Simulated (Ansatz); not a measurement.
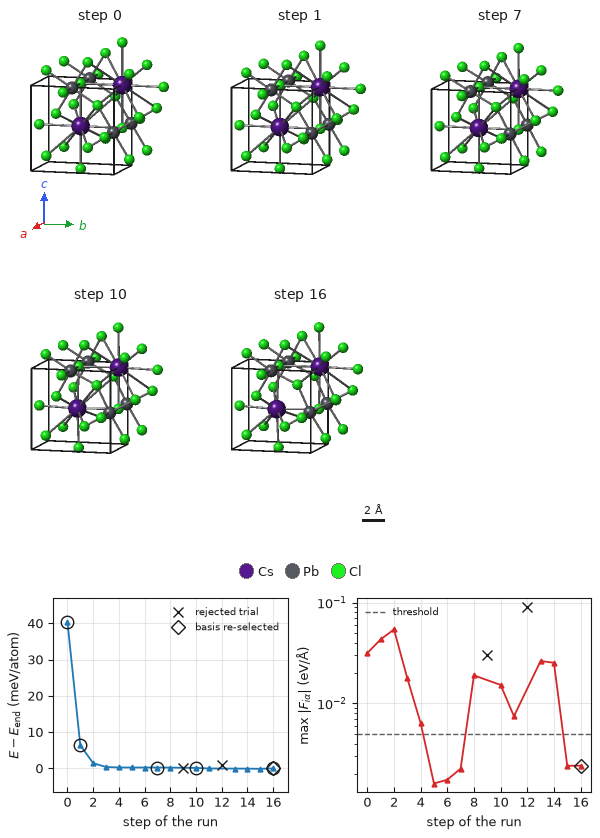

Frames of a relaxation of solid CsPbCl3 (built on the database structure type), marked on the history of the run. A ball-and-stick model of the cell of the calculation, seen slightly off an axis.

The calculation used DFT, LDA, plane waves, PAW in Ansatz.

Input file:
```yaml
crystal:
  lattice:
    - [5.807721307, 0.0, 0.0]
    - [0.0, 5.6310401527, 5.6310408804]
    - [0.0, -5.6310401527, 5.6310408804]
  atoms:
    - { symbol: Cs, position: [0.5, 0.9930959828, 0.9930959828] }
    - { symbol: Cs, position: [0.5, 0.4920476284, 0.4920476284] }
    - { symbol: Pb, position: [0.0, 0.4929496117, 0.992758342] }
    - { symbol: Pb, position: [0.0, 0.992758342, 0.4929496117] }
    - { symbol: Cl, position: [0.0, 0.6840204682, 0.3014912042] }
    - { symbol: Cl, position: [0.5, 0.9929321655, 0.4925220217] }
    - { symbol: Cl, position: [0.5, 0.4925220217, 0.9929321655] }
    - { symbol: Cl, position: [0.0, 0.801809352, 0.801809352] }
    - { symbol: Cl, position: [0.0, 0.1843702335, 0.1843702335] }
    - { symbol: Cl, position: [0.0, 0.3014912042, 0.6840204682] }
kpoints:
  mp_grid: { grid: [4, 4, 4] }
hamiltonian:
  xc: lda
scf:
  occupations: { method: fermi_dirac, width: 0.02 }
relax:
  f_tol: 0.005
  cell: {}
```

Launched with:
```bash
ansatz run input.yaml --threads 2 --pin off --max-ram 20275MiB --backend cpu --events-out ev --progress --plain --runs-dir out
```

### Describe the path.

After 13 accepted moves (16 points after the start) the energy has fallen by 40.4 meV per atom. The largest force component goes from 0.032 to 0.0024 eV/Å. The pressure goes from −2.70 to 0.00 GPa. The line search rejected the trial steps at points 9, 12 of the run. At 1 point the geometry stayed and the basis and grid were re-selected for the new cell (energy shift of 0.1 meV per atom at most each time). The largest move relative to the cell is that of Cs2, 0.34 Å along [0 −1 −1]. Largest moves by element: Cs 0.34 Å, Cl 0.31 Å, Pb 0.06 Å. The drawn cell changes as follows: a 5.808 → 5.625 Å (−3.1 %), b = c 7.963 → 7.605 Å (−4.5 %), α 90.0° → 89.8°; the volume changes by −11.7 %. Some distances before and after: Cs2–Cl9 4.521 → 4.063 Å, Cs2–Cl6 3.975 → 3.564 Å, Cs2–Cl8 4.539 → 4.873 Å, Cs1–Cl6 3.977 → 3.650 Å. Among the angles between lasting bonds that change: Pb3–Cl8–Pb4 153.5° → 140.4°, Cl8–Pb4–Cl9 179.9° → 172.1°, Cs1–Cl8–Cs1 106.9° → 112.5°. The space group stays Amm2 (No. 38). From step 0 to 1: volume −7.7 %, energy −34.0 meV per atom. From step 1 to 7: Cl8 moves most (0.15 Å), volume −4.4 %, energy −6.1 meV per atom. From step 7 to 10: Cs2 moves most (0.19 Å), volume −0.5 %, energy −0.1 meV per atom. From step 10 to 16: Cs2 moves most (0.13 Å), volume +0.7 %, energy −0.1 meV per atom.

```
step  E − E(0), meV/atom  largest force component, eV/Å  pressure, GPa  volume, Å³/atom                      note
   0                0.00                         0.0317          -2.70           36.831                          
   1              -34.01                         0.0432          -0.98           33.989                          
   2              -38.94                         0.0543           0.29           32.415                          
   3              -40.00                         0.0178           0.05           32.512                          
   4              -40.14                         0.0064           0.00           32.477                          
   5              -40.15                         0.0016           0.00           32.494                          
   6              -40.15                         0.0017           0.00           32.489                          
   7              -40.15                         0.0023           0.01           32.482                          
   8              -40.18                         0.0190           0.13           32.327                          
   9              -40.16                         0.0300           0.21           32.224                  rejected
  10              -40.25                         0.0153           0.14           32.314                          
  11              -40.41                         0.0075           0.13           32.351                          
  12              -39.34                         0.0902          -0.31           32.968                  rejected
  13              -40.45                         0.0264           0.04           32.496                          
  14              -40.46                         0.0253          -0.03           32.579                          
  15              -40.51                         0.0024           0.00           32.531                          
  16              -40.40                         0.0024           0.00           32.531  same geometry, new basis
```
